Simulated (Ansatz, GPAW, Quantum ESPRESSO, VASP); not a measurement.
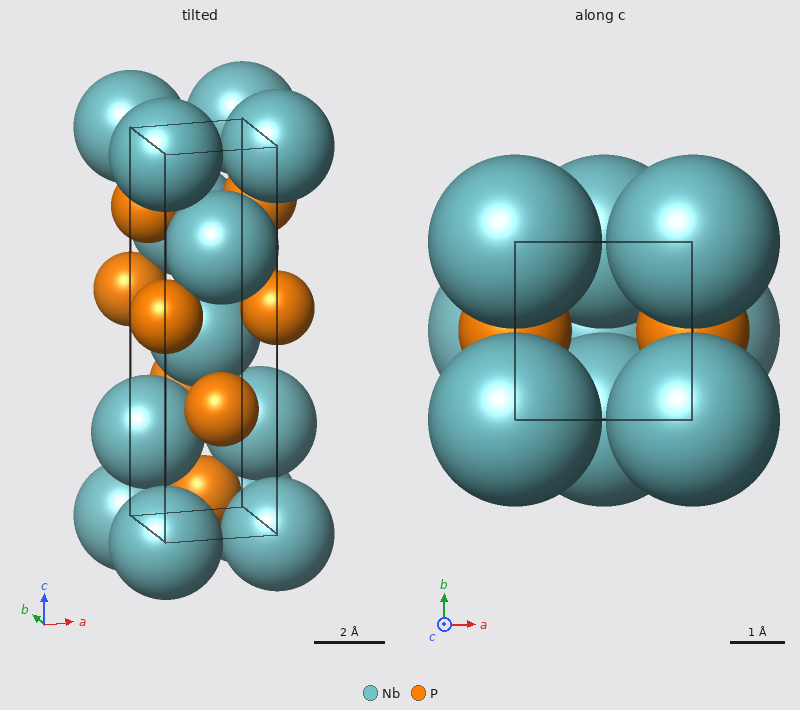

NbP, space group I4₁md (No. 109), a = 3.350 Å, b = 3.350 Å, c = 11.480 Å, α = 90.00°, β = 90.00°, γ = 90.00° (16.10 Å³/atom). View slightly off an axis and along the c axis, drawn as a space-filling model. The conventional unit cell is outlined; an atom on or near a face, edge or corner is repeated at each equivalent position. The cell is a structure listed in the Materials Project.

The cell was scaled uniformly, at fixed shape and fractional positions, in five programs or potential sets. Alike in all runs: functional PBE; k mesh 11 × 11 × 11 on the run's cell of 4 atoms; occupations fermi-dirac, width 0.05 eV; no spin polarisation; no spin-orbit coupling.

Energies from Quantum ESPRESSO (SSSP 1.3 efficiency):

| volume (Å³/atom) | E − E(lowest point) (meV/atom) |
| --- | --- |
| 15.137 | 32.13 |
| 15.459 | 12.48 |
| 15.781 | 2.08 |
| 16.103 | 0.00 |
| 16.425 | 5.40 |
| 16.747 | 17.52 |
| 17.069 | 35.68 |

Q: What equilibrium volume and bulk modulus do these points give?

A: V0 = 16.03 Å³/atom, B0 = 190 GPa and B0′ = 4.3. V0 lies 0.5 % below the volume of the cell as given.

The same fit in all programs:

| program | V0 (Å³/atom) | B0 (GPa) | B0′ |
| --- | --- | --- | --- |
| Quantum ESPRESSO (SSSP 1.3 efficiency) | 16.03 | 190 | 4.3 |
| Ansatz (Ansatz PAW soft_1) | ? | ? | ? |
| Ansatz LAPW (all-electron) | 16.01 | 190 | 4.3 |
| VASP (PBE potentials, release 64 Nb_sv, P) | 15.98 | 190 | 4.3 |
| GPAW (PAW data 1.2.1) | 15.98 | 191 | 4.3 |

Q: Estimate the row of Ansatz (Ansatz PAW soft_1).

A: V0 = 16.01 Å³/atom, B0 = 190 GPa and B0′ = 4.3. The other rows span 15.98 to 16.03 Å³/atom and 190 to 191 GPa.

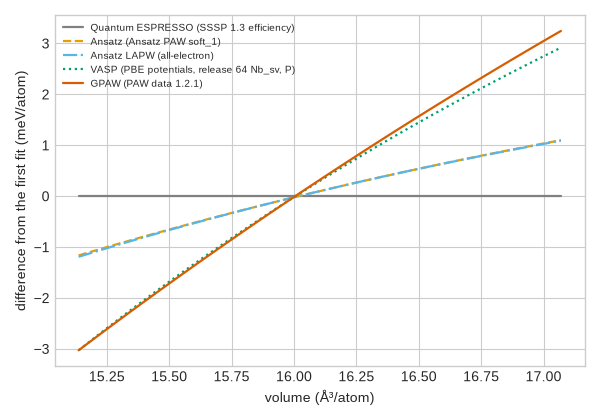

Each fitted curve, counted from its own minimum, less that of Quantum ESPRESSO (SSSP 1.3 efficiency). With one functional throughout, the spread comes from potentials, basis sets and numerical settings; B0′ is uncertain by a few tenths over so narrow a range.

Caveat: the cell was scaled at fixed shape and fractional positions, which overstates the stiffness of a crystal with free parameters, most of all of layers and chains.
